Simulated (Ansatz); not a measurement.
## Two runs on V

System: V (Fm-3m, 1 atom in the cell).
Method of run A: DFT, PBE, plane waves, PAW, spin-polarised (Ansatz 0.2.0).

The structure derives from an entry of the Crystallography Open Database. Text and figures count atoms from 1; the logs count them from 0 in places.

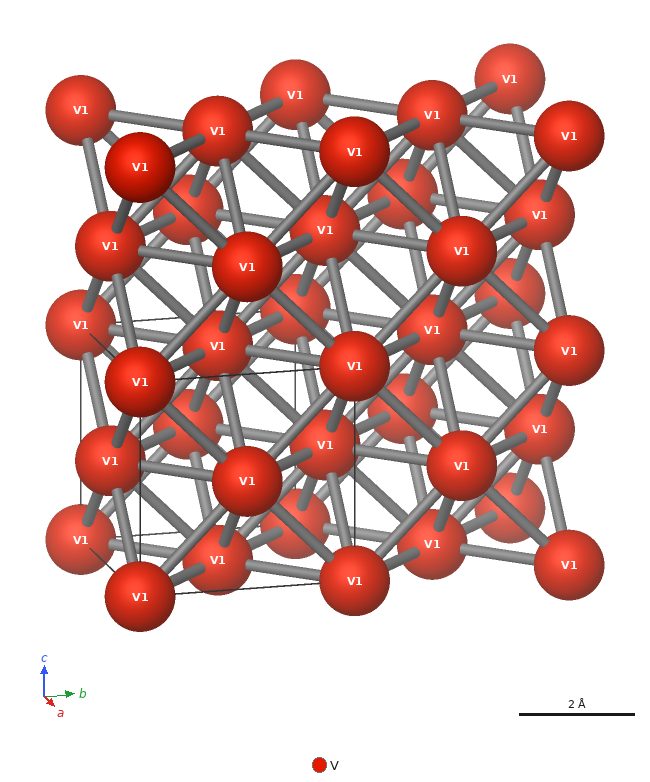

The starting structure (ball-and-stick view of the cell 4 times as large as that of the calculation, set on its symmetry axes, repeated 1 × 2 × 2, seen slightly off an axis; atoms are numbered from 1 in the order of the input). Near neighbours in the crystal (not all of them lie inside the picture): V has 12 V at 2.75 Å.

**Input file, run A**
```yaml
crystal:
  lattice:
    - [0.0, 1.9442426514, 1.9442426514]
    - [1.9442426514, 0.0, 1.9442426514]
    - [1.9442426514, 1.9442426514, 0.0]
  atoms:
    - { symbol: V, position: [0.0, 0.0, 0.0], spin: 1.5 }
magnetization:
  spin_polarized: true
kpoints:
  mp_grid: { grid: [15, 15, 15] }
scf:
  occupations: { method: cold, width: 0.05 }
hamiltonian:
  xc: pbe
  pseudopotentials: { kind: paw }
output:
  forces: true
  stress: true
  efg: { contact_densities: true }
relax:
  f_tol: 0.005
  max_steps: 80
  cell: {}
```

Command:
```bash
ansatz run input.yaml --threads 1 --pin off --max-ram 3072MiB --backend cpu --events-out ev --progress --plain --runs-dir out
```

Hardware: 1 thread of an Arm (aarch64) CPU, shared host.

**Output, shortened to warnings, some set-up lines, iterations and results (run A)**
```
WARN: the starting moments were not kept: the SCF closed with an absolute magnetisation of 4.3e-6 μB, where they sum to 1.5 μB in size (1 site). That is at most 0.1 of that sum. Measured as dr2_m measures the in/out step, that magnetisation stands 6.7e-12 eV from none, at or under the dr2_threshold of 1.0e-7 eV: it is no larger than a step whose dr2_m would equal this threshold. The system may …
Basis set: ecut = 420 eV, 283 PW (Γ), exchange–correlation on 40×40×40 points (8 copies of the dense FFT grid, shifted against one another)
Symmetry: 48 space group operations
k-points: 120 of 3375
Initial density: superposition of atomic densities (chi_scale 0.1, normalization cell)
[...]
SCF iter   1: F=—  HF=-2912.472910 eV  |F-HF|=—  |Δ(HF+E_count)|=         —  Δρ=8.69e-2 (↑8.69e-2 ↓2.16e-2)  dr2=1.31e0  dr2_m=2.18e-1  M=1.053 μB ∫|m|=1.054 μB  β_m=0.30  …
SCF iter   2: F=—  HF=-2911.796178 eV  |F-HF|=—  |Δ(HF+E_count)|=   6.77e-1  Δρ=3.27e-2 (↑3.27e-2 ↓2.09e-2)  dr2=6.60e-2  dr2_m=8.08e-2  M=1.072 μB ∫|m|=1.073 μB  β_m=0.36  …
SCF iter   3: F=—  HF=-2912.193771 eV  |F-HF|=—  |Δ(HF+E_count)|=         —  Δρ=8.17e-2 (↑8.17e-2 ↓6.88e-2)  dr2=6.24e-2  dr2_m=7.50e-1  M=0.194 μB ∫|m|=0.194 μB  β_m=1.00  …
SCF iter   4: F=—  HF=-2912.190472 eV  |F-HF|=—  |Δ(HF+E_count)|=   3.30e-3  Δρ=3.01e-2 (↑2.57e-2 ↓3.01e-2)  dr2=3.98e-1  dr2_m=1.75e-3  M=0.115 μB ∫|m|=0.115 μB  β_m=0.36  …
SCF iter   5: F=—  HF=-2912.130982 eV  |F-HF|=—  |Δ(HF+E_count)|=   5.95e-2  Δρ=6.41e-3 (↑4.60e-3 ↓6.41e-3)  dr2=5.64e-3  dr2_m=2.72e-3  M=0.082 μB ∫|m|=0.082 μB  β_m=0.37  …
[... 42 lines ...]
SCF iter   3: F=—  HF=-2912.167116 eV  |F-HF|=—  |Δ(HF+E_count)|=   1.57e-7  S|Δr|=    0.00e0  Δρ=1.20e-5 (↑1.20e-5 ↓1.20e-5)  dr2=4.35e-8  dr2_m=7.09e-13  M=-0.000 μB …
SCF iter   4: F=—  HF=-2912.167116 eV  |F-HF|=—  |Δ(HF+E_count)|=   6.47e-9  S|Δr|=    0.00e0  Δρ=2.20e-6 (↑2.20e-6 ↓2.18e-6)  dr2=6.67e-10  dr2_m=3.37e-13  M=-0.000 μB …
SCF iter   5: F=-2912.167116 eV  HF=-2912.167116 eV  |F-HF|=0.00e0  |Δ(HF+E_count)|=  6.70e-10  S|Δr|=    0.00e0  Δρ=9.44e-8 (↑9.44e-8 ↓7.41e-8)  dr2=1.60e-12  dr2_m=6.19e-14 …
SCF 5 converged in 5 iterations: F = -2912.167116 eV  dr2 = 1.60e-12
relax step   5: F+E_penalty+E_count = -2912.16711642 eV  Δ(F+E_penalty+E_count) = +3.602e-4 eV  max|allowed force component| = 0.000e0 eV/Å  Δτ_max = 0.0000 Å  P = -0.011 GPa …
basis re-selected at this cell: Δ(F+E_penalty+E_count) = +3.602e-4 eV, ΔP = +0.000 GPa vs the last step (what re-selecting the basis moved, of the pressure what is left beyond the Pulay correction that the steps carried, after the strain that the cell walked since its last selection, with what the …
SCF converged after 5 iterations
Stability not checked: this state was not tested for a lower state beside it, because cold or Methfessel-Paxton smearing, or corrected tetrahedra, fill the levels in a way that the test cannot read (fill_not_monotonic; see scf.lower_state_search)
Magnetization: -0.0000 μB (6.5000 up, 6.5000 down)
Absolute magnetization: 0.0000 μB (∫|ρ↑−ρ↓|, with the PAW one-centre terms)
Spin contamination: 0.0000 ħ² per cell (⟨S²⟩ above its minimum at these occupations)
Per-site moments (μB) at R_I (Å): [(-4.3975783534823006e-7, 1.1130430327994685)]
Free energy (F): -2912.167116 eV
Harris-Foulkes:  -2912.167116 eV  (|F-HF|=0.00e0)
Internal energy: -2912.167450 eV  (E = F + TS)
E sigma→0 (E₀):  -2912.167228 eV
Entropy (-TS):   0.000334 eV (0.334 meV/atom)
Fermi energy:    16.239064 eV
--- Per-component energies (eV) ---
  E_band       = -152.122167
  E_kinetic    = 335.566235
  E_local      = -915.024223  (includes V_loc(G=0)·N_el)
  E_nonlocal   = -45.829840
  E_hartree    = 417.689799
  E_xc         = -130.259625
  E_vxc        = -165.113003  (∫ρ·V_xc dr)
  E_paw        = -1112.362552  (= ΣΔE_a)
  E_vpaw       = -197.101174  (= ΣTr[D̂ρ^β])
  E_aug_tail   = 0.000278  (compensation charges beyond the density's cutoff)
  E_ewald      = -1461.947523
  E_smearing   = 0.000334  (= −TS)
  E_closure    = -0.000000  (closes the sum)
  Σ components = -2912.167116   (vs F -2912.167116, Δ=0.00e0)
--- Forces (eV/Å), atoms counted from 1 ---
  atom   1  V     -0.00000000     0.00000000     0.00000000
  max |Σ_I F_I| component: 4.52e-32 eV/Å
--- Stress (GPa, compression-positive) ---
       -0.011427       0.000000      -0.000000
        0.000000      -0.011427      -0.000000
       -0.000000       0.000000      -0.011427
  P = ⅓ Tr σ = -0.0114 GPa (-0.114 kbar)
--- PAW observables at the nuclei: V_zz in 10²¹ V/m², potentials from the cell's mean, atoms counted from 1 ---
  atom   1  V  V_zz =    -0.000000   η = 0.0000   by run symmetry: forbidden
[...]
```

The input of run B differs as follows (lines with − go, lines with + come):
```diff
-  occupations: { method: cold, width: 0.05 }
+  occupations: { method: fermi_dirac, width: 0.05 }
```

What does this change do to the results?

The energy of run B (smearing taken to zero) is 0.03 meV per atom lower, which measures how much it depends on this numerical setting. The SCF takes 47 iterations over all geometry steps against 42.

**Output, shortened to warnings, some set-up lines, iterations and results (run B)**
```
WARN: the starting moments were not kept: the SCF closed with an absolute magnetisation of 5.3e-6 μB, where they sum to 1.5 μB in size (1 site). That is at most 0.1 of that sum. Measured as dr2_m measures the in/out step, that magnetisation stands 1.2e-11 eV from none, at or under the dr2_threshold of 1.0e-7 eV: it is no larger than a step whose dr2_m would equal this threshold. The system may …
Basis set: ecut = 420 eV, 283 PW (Γ), exchange–correlation on 40×40×40 points (8 copies of the dense FFT grid, shifted against one another)
Symmetry: 48 space group operations
k-points: 120 of 3375
Initial density: superposition of atomic densities (chi_scale 0.1, normalization cell)
[...]
SCF iter   1: F=—  HF=-2912.477301 eV  |F-HF|=—  |Δ(HF+E_count)|=         —  Δρ=8.74e-2 (↑8.74e-2 ↓2.17e-2)  dr2=1.31e0  dr2_m=2.24e-1  M=1.045 μB ∫|m|=1.046 μB  β_m=0.30  …
SCF iter   2: F=—  HF=-2911.802364 eV  |F-HF|=—  |Δ(HF+E_count)|=   6.75e-1  Δρ=3.30e-2 (↑3.30e-2 ↓2.11e-2)  dr2=6.70e-2  dr2_m=8.25e-2  M=1.064 μB ∫|m|=1.064 μB  β_m=0.36  …
SCF iter   3: F=—  HF=-2912.201084 eV  |F-HF|=—  |Δ(HF+E_count)|=         —  Δρ=8.22e-2 (↑8.22e-2 ↓6.94e-2)  dr2=6.09e-2  dr2_m=7.61e-1  M=0.182 μB ∫|m|=0.182 μB  β_m=1.00  …
SCF iter   4: F=—  HF=-2912.196202 eV  |F-HF|=—  |Δ(HF+E_count)|=   4.88e-3  Δρ=2.92e-2 (↑2.63e-2 ↓2.92e-2)  dr2=3.94e-1  dr2_m=1.10e-3  M=0.115 μB ∫|m|=0.115 μB  β_m=0.36  …
SCF iter   5: F=—  HF=-2912.137909 eV  |F-HF|=—  |Δ(HF+E_count)|=   5.83e-2  Δρ=5.94e-3 (↑4.27e-3 ↓5.94e-3)  dr2=5.87e-3  dr2_m=2.08e-3  M=0.083 μB ∫|m|=0.083 μB  β_m=0.38  …
[... 47 lines ...]
SCF iter   6: F=—  HF=-2912.174446 eV  |F-HF|=—  |Δ(HF+E_count)|=   3.61e-9  Δρ=2.17e-7 (↑2.17e-7 ↓2.15e-7)  dr2=2.35e-11  dr2_m=9.83e-17  M=-0.000 μB ∫|m|=0.000 μB  β_m=0.95 …
SCF iter   7: F=—  HF=-2912.174446 eV  |F-HF|=—  |Δ(HF+E_count)|=  6.73e-11  Δρ=2.32e-9 (↑2.08e-9 ↓2.32e-9)  dr2=2.38e-15  dr2_m=1.08e-17  M=0.000 μB ∫|m|=0.000 μB  β_m=0.94  …
SCF iter   8: F=-2912.174446 eV  HF=-2912.174446 eV  |F-HF|=0.00e0  |Δ(HF+E_count)|=  4.55e-13  Δρ=3.04e-9 (↑2.94e-9 ↓3.04e-9)  dr2=4.57e-15  dr2_m=1.20e-18  M=0.000 μB …
SCF 5 converged in 8 iterations: F = -2912.174446 eV  dr2 = 4.57e-15
relax step   5: F+E_penalty+E_count = -2912.17444616 eV  Δ(F+E_penalty+E_count) = +3.598e-4 eV  max|allowed force component| = 0.000e0 eV/Å  Δτ_max = 0.0000 Å  P = -0.011 GPa …
basis re-selected at this cell: Δ(F+E_penalty+E_count) = +3.598e-4 eV, ΔP = +0.000 GPa vs the last step (what re-selecting the basis moved, of the pressure what is left beyond the Pulay correction that the steps carried, after the strain that the cell walked since its last selection, with what the …
SCF converged after 8 iterations
Magnetization: 0.0000 μB (6.5000 up, 6.5000 down)
Absolute magnetization: 0.0000 μB (∫|ρ↑−ρ↓|, with the PAW one-centre terms)
Spin contamination: 0.0000 ħ² per cell (⟨S²⟩ above its minimum at these occupations)
Per-site moments (μB) at R_I (Å): [(2.7592969049722546e-9, 1.1131852289566468)]
Free energy (F): -2912.174446 eV
Harris-Foulkes:  -2912.174446 eV  (|F-HF|=0.00e0)
Internal energy: -2912.160064 eV  (E = F + TS)
E sigma→0 (E₀):  -2912.167255 eV
Entropy (-TS):   -0.014382 eV (-14.382 meV/atom)
Fermi energy:    16.245332 eV
--- Per-component energies (eV) ---
  E_band       = -152.173140
  E_kinetic    = 335.566117
  E_local      = -915.352708  (includes V_loc(G=0)·N_el)
  E_nonlocal   = -45.809308
  E_hartree    = 417.822669
  E_xc         = -130.253537
  E_vxc        = -165.104916  (∫ρ·V_xc dr)
  E_paw        = -1112.372799  (= ΣΔE_a)
  E_vpaw       = -197.117938  (= ΣTr[D̂ρ^β])
  E_aug_tail   = 0.000279  (compensation charges beyond the density's cutoff)
  E_ewald      = -1461.760776
  E_smearing   = -0.014382  (= −TS)
  E_closure    = 0.000000  (closes the sum)
  Σ components = -2912.174446   (vs F -2912.174446, Δ=0.00e0)
--- Forces (eV/Å), atoms counted from 1 ---
  atom   1  V     -0.00000000     0.00000000    -0.00000000
  max |Σ_I F_I| component: 6.57e-32 eV/Å
--- Stress (GPa, compression-positive) ---
       -0.010792      -0.000000      -0.000000
       -0.000000      -0.010792       0.000000
       -0.000000       0.000000      -0.010792
  P = ⅓ Tr σ = -0.0108 GPa (-0.108 kbar)
--- PAW observables at the nuclei: V_zz in 10²¹ V/m², potentials from the cell's mean, atoms counted from 1 ---
  atom   1  V  V_zz =    +0.000000   η = 0.0000   by run symmetry: forbidden
            electrostatic potential = -2697.221599 V   contact ρ = 66012.250829 e/Å³   contact ρ_s (e/Å³): all electrons +0.000000, valence +0.000000
--- Relaxed structure (4 steps of the walk, 4 accepted, 1 SCFs on fresh bases) ---
[...]
```

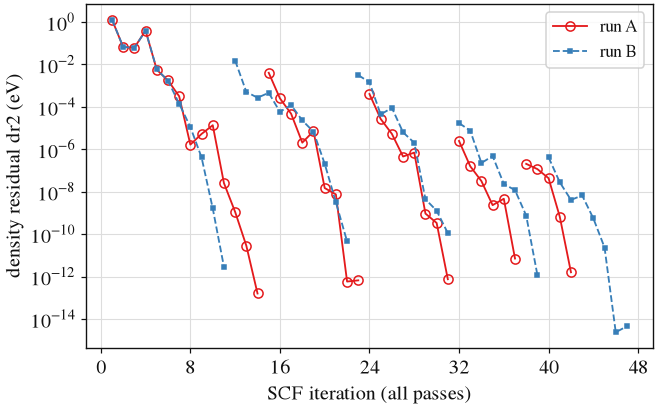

Convergence of the two runs: density residual dr2 against the SCF iteration. A break in a curve parts two SCF passes. Run A takes 42 iterations in all, and run B takes 47.

**The two runs side by side**

| quantity | run A | run B |
| --- | --- | --- |
| outcome | converged | converged |
| free energy per atom (eV) | −2912.1671 | −2912.1744 |
| energy per atom, smearing taken to zero (eV) | −2912.1672 | −2912.1673 |
| net moment of the cell (μB) | 0.00 | 0.00 |
| absolute moment of the cell (μB) | 0.00 | 0.00 |
| pressure (GPa) | −0.01 | −0.01 |
| volume per atom (Å³) | 13.89 | 13.90 |
| largest force (eV/Å) | 0.000 | 0.000 |
| SCF iterations | 42 | 47 |
| irreducible k-points | 120 | 120 |
| wall time (shared host) | 12 s | 13 s |

For both runs: Warnings: some starting moments were not kept.
